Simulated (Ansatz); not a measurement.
System: CdF2.

The calculation's input:

```
crystal:
  lattice:
    - [0.0, 2.655533024, 2.4510569811]
    - [2.655533024, 0.0, 2.4510569811]
    - [2.655533024, 2.655533024, 0.0]
  atoms:
    - { symbol: Cd, position: [0.0, 0.0, 0.0] }
    - { symbol: F, position: [0.25, 0.25, 0.25] }
    - { symbol: F, position: [0.75, 0.75, 0.75] }
basis:
  ecutwfc: 520.0
kpoints:
  mp_grid: { grid: [8, 8, 8] }
hamiltonian:
  xc: pbe
  pseudopotentials: { kind: paw }
scf:
  occupations: { method: gaussian, width: 0.05 }
output:
  forces: true
  stress: true
  eigenvalues: true
  write_density: true
  write_potential: true
  elf: true
  volumetric_format: npy
```

Launched as:

```sh
ansatz run input.yaml --threads 1 --pin off --max-ram 2048MiB --backend cpu --events-out ev --progress --plain --runs-dir out
```

Below, planes, directions and counts refer to the conventional cell (a = 3.76 Å, b = 3.76 Å, c = 4.90 Å, α = 90.00°, β = 90.00°, γ = 90.00°).

Space group I4/mmm; computed pressure about 25 GPa in this cell.

Theory: DFT PBE, scalar-relativistic, plane waves, PAW in Ansatz 0.2.0.

What can the converged valence pseudo-density and electron localisation function tell about the bonding?

Cd–F (2.24 Å): the density is about 0.4 e/Å³ at the midpoint; the ELF peaks at about 0.80 in the valence shell of F, 0.6 Å from its nucleus, and drops to about 0.10 between the two atoms; no localised pair shows between them.

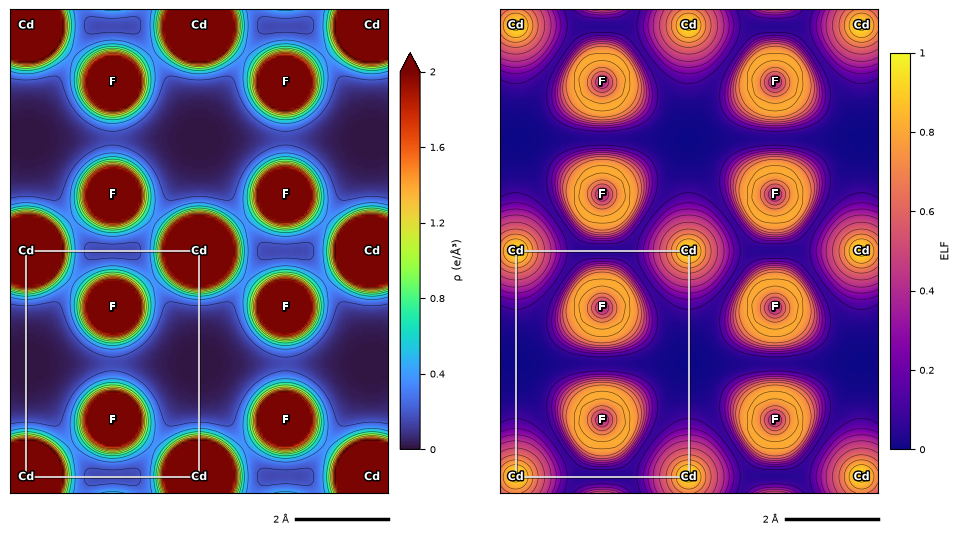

Computed valence pseudo-density and electron localisation function on the (010) plane of the conventional cell, in this order. 

The density is the valence pseudo-density of a PAW calculation; it isn't the true density close to the nuclei.
